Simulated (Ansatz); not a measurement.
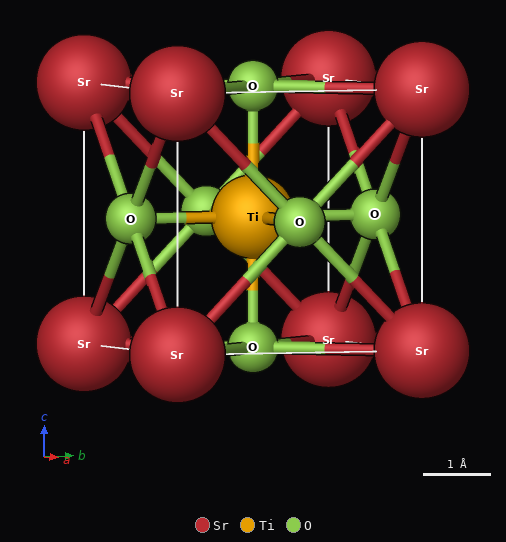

*The input geometry (ball-and-stick view of the cell of the calculation, seen at an oblique angle). An atom can appear more than once, as a periodic image.*

## Single-point calculation, with input and output: SrTiO₃

System: SrTiO₃ (Pm-3m, 5 atoms in the cell).
Method: DFT PBE, scalar-relativistic, plane waves, PAW, no spin polarisation (Ansatz 0.2.0).

The structure derives from a Materials Project entry.

Output:
```
Engine: ansatz 0.2.0, aarch64-unknown-linux-gnu
Pseudopotentials: kind: paw
Pseudopotential: Sr, paw, valence charge 10, recommended cutoff 420 eV (normal), Sr.paw.azcp
Pseudopotential: Ti, paw, valence charge 12, recommended cutoff 420 eV (normal), Ti.paw.azcp
Pseudopotential: O, paw, valence charge 6, recommended cutoff 420 eV (normal), O.paw.azcp
Functional definition: PBE
  parameter kappa = 0.804
  parameter beta = 0.06672455060314922
  exchange = pbe_x(kappa = kappa, mu = beta*pi^2/3)
  correlation = pbe_c(beta = beta)
Crystal: 5 atoms, lattice volume = 59.900 Å³
Basis set: ecut = 420 eV, 1189 PW (Γ), exchange–correlation on 54×54×54 points (8 copies of the dense FFT grid, shifted against one another)
Bands: 25, of which v1, the nominal top of the filled ones, is band 20 counted from 1 (19 counted from 0)
Symmetry: 48 space group operations
Space group: Pm-3m (ITA 221), of the structure as read, at distance tolerance 3.9e-5 Å
k-points: 20 of 216
Non-local potential: Sr, projectors of the file, l = 0: 3, l = 1: 2, l = 2: 2
Non-local potential: Ti, projectors of the file, l = 0: 3, l = 1: 2, l = 2: 3, l = 3: 1
Non-local potential: O, projectors of the file, l = 0: 2, l = 1: 2, l = 2: 1
PAW form: soft (Blöchl's): semilocal exchange-correlation on the pseudo side does not see the compensation charge
PAW one-centre angular grid: Sr, 110 points (default); XC on 64 Gauss nodes
PAW one-centre angular grid: Ti, 590 points (default); XC on 64 Gauss nodes
PAW one-centre angular grid: O, 110 points (default); XC on 64 Gauss nodes
Initial density: superposition of atomic densities (neutral atoms: chi_scale 0, normalization atom), corrected by the library's trained network
Initial wavefunctions: pseudopotential atomic-orbital guess
Functional: x = pbe(κ = 0.804, μ = 0.2195149727645171), c = pbe(β = 0.06672455060314922)
SCF iter   1: F=—  HF=-7754.473930 eV  |F-HF|=—  |Δ(HF+E_count)|=         —  Δρ=1.96e-3  dr2=1.30e-3  ethr=1.77e-3  ⟨swp⟩=6.7  Hψ=2558  notcnv=0
preconditioner: auto → Resta (q_TF=auto, 2.551 Å⁻¹)  ε∞=5.6  [insulator: Δε(μ)=1.856 eV  Ē_g=12.212 eV  σ=0.100 eV  W_gap=1.00  n_scr=18 (ndim 8)  ℏωp=26.3 eV  f_vac=0.000  D(μ)=0.00/eV (n_scr^D=0)  ε∞_Penn≈5.6]
SCF iter   2: F=—  HF=-7754.476248 eV  |F-HF|=—  |Δ(HF+E_count)|=   2.32e-3  Δρ=9.16e-4  dr2=2.10e-4  ethr=3.25e-6  ⟨swp⟩=3.3  Hψ=1038  notcnv=0  defer=1
SCF iter   3: F=—  HF=-7754.476372 eV  |F-HF|=—  |Δ(HF+E_count)|=   1.24e-4  Δρ=2.12e-4  dr2=1.77e-5  ethr=5.25e-7  ⟨swp⟩=2.4  Hψ=685  notcnv=0  defer=1
SCF iter   4: F=—  HF=-7754.475755 eV  |F-HF|=—  |Δ(HF+E_count)|=   6.17e-4  Δρ=6.35e-5  dr2=3.02e-6  ethr=4.43e-8  ⟨swp⟩=2.0  Hψ=874  notcnv=0  defer=1
SCF iter   5: F=—  HF=-7754.475754 eV  |F-HF|=—  |Δ(HF+E_count)|=   2.51e-7  Δρ=2.41e-5  dr2=5.21e-7  ethr=7.55e-9  ⟨swp⟩=1.9  Hψ=509  notcnv=0  defer=1
SCF iter   6: F=-7754.475754 eV  HF=-7754.475754 eV  |F-HF|=2.86e-8  |Δ(HF+E_count)|=   6.43e-8  Δρ=5.10e-6  dr2=3.72e-8  ethr=2.50e-10  ⟨swp⟩=9.2  Hψ=2463  notcnv=0
SCF 1 converged in 6 iterations: F = -7754.475754 eV  dr2 = 3.72e-8
  greatest PAW one-centre occupation: 0.999 electrons in one spin orbital (limit 2), on the Ti atom at site 1 (counted from 0), in its partial waves of l = 0
SCF converged after 6 iterations
Free energy (F): -7754.475754 eV
Harris-Foulkes:  -7754.475754 eV  (|F-HF|=2.86e-8)
Internal energy: -7754.475754 eV  (E = F + TS)
E sigma→0 (E₀):  -7754.475754 eV
Fermi energy:    10.848998 eV
--- Per-component energies (eV) ---
  E_band       = -208.112360
  E_kinetic    = 1047.859701
  E_local      = -2391.657049  (includes V_loc(G=0)·N_el)
  E_nonlocal   = 347.977531
  E_hartree    = 837.110539
  E_xc         = -496.501486
  E_vxc        = -572.293109  (∫ρ·V_xc dr)
  E_paw        = -4213.661235  (= ΣΔE_a)
  E_vpaw       = -314.223374  (= ΣTr[D̂ρ^β])
  E_aug_tail   = 0.007579  (compensation charges beyond the density's cutoff)
  E_ewald      = -2885.611335
  E_smearing   = -0.000000  (= −TS)
  E_closure    = -0.000000  (closes the sum)
  Σ components = -7754.475754   (vs F -7754.475754, Δ=0.00e0)
--- Forces (eV/Å), atoms counted from 1 ---
  atom   1  Sr    -0.00000000     0.00000000    -0.00000000
  atom   2  Ti     0.00000000    -0.00000000    -0.00000000
  atom   3  O      0.00000000    -0.00000000     0.00000000
  atom   4  O      0.00000000     0.00000000     0.00000000
  atom   5  O      0.00000000     0.00000000     0.00000000
  max |Σ_I F_I| component: 4.33e-29 eV/Å
--- Stress (GPa, compression-positive) ---
        3.221024       0.000000       0.000000
        0.000000       3.221024       0.000000
        0.000000       0.000000       3.221024
  P = ⅓ Tr σ = 3.2210 GPa (32.210 kbar)
--- Band table (eV; the first three rows and the last of 20) ---
  k-point 0: bands = ["-46.5071", "-22.8204", "-22.7651", "-22.7651", "-22.7651", "-7.4850", "-6.5071", "-6.5071", "-4.8142", "-4.8142", "-4.8142", "7.1041", "7.1041", "7.1041", "8.7486", "8.7486", "8.7486", "9.5627", "9.5627", "9.5627", "11.7862", "11.7862", "11.7862", "14.2157", "14.2157"]
  k-point 1: bands = ["-46.5067", "-22.8565", "-22.7643", "-22.7643", "-22.7403", "-7.5008", "-6.5006", "-6.4975", "-4.8027", "-4.8027", "-4.6443", "6.7562", "7.0882", "7.0882", "8.4155", "8.4155", "8.5248", "8.8120", "9.4149", "9.4149", "11.8254", "12.3514", "12.3514", "14.2206", "14.9527"]
  k-point 2: bands = ["-46.5061", "-22.9062", "-22.7629", "-22.7629", "-22.7130", "-7.6181", "-6.4781", "-6.3253", "-4.7794", "-4.7794", "-4.3637", "6.0127", "7.0743", "7.0743", "7.8139", "7.8468", "7.8468", "8.1316", "9.2510", "9.2510", "11.9068", "13.2704", "13.2704", "14.2267", "15.9833"]
  k-point 19: bands = ["-46.5033", "-22.8276", "-22.8276", "-22.8276", "-22.7609", "-6.1538", "-6.1538", "-6.1538", "-5.0742", "-5.0742", "-5.0742", "5.3041", "5.7727", "5.7727", "6.2063", "6.2063", "6.2063", "9.9117", "9.9117", "9.9117", "14.3621", "14.3621", "14.3621", "16.8661", "16.8661"]
```

This output came from the following input.

Input:
```yaml
crystal:
  lattice:
    - [3.91270131, 0.0, 0.0]
    - [0.0, 3.91270131, 0.0]
    - [0.0, 0.0, 3.91270131]
  atoms:
    - { symbol: Sr, position: [0.0, 0.0, 0.0] }
    - { symbol: Ti, position: [0.5, 0.5, 0.5] }
    - { symbol: O, position: [0.5, 0.0, 0.5] }
    - { symbol: O, position: [0.5, 0.5, 0.0] }
    - { symbol: O, position: [0.0, 0.5, 0.5] }
basis:
  ecutwfc: 420
kpoints:
  mp_grid: { grid: [6, 6, 6] }
hamiltonian:
  xc: pbe
scf:
  occupations: { method: gaussian, width: 0.1 }
output:
  forces: true
  stress: true
  eigenvalues: true
```

Run as:
```bash
ansatz run input.yaml --threads 8 --pin off --max-ram 20480MiB --backend cpu --events-out ev --progress --plain --runs-dir out
```

Results in brief:

```csv
quantity,value
outcome,converged
space group (tolerance 0.01 Å),Pm-3m (221)
electrons treated,40
free energy,−7754.4758 eV
Fermi energy,10.849 eV
gap on the k-point mesh,1.87 eV
pressure,3.22 GPa
largest force (length of the vector),under 0.001 eV/Å
hardware,"8 threads of Arm Neoverse V2, 24 GiB of memory available, shared host"
wall time,0.92 s (CPU time 2.4 s)
peak memory,0.38 GiB
```
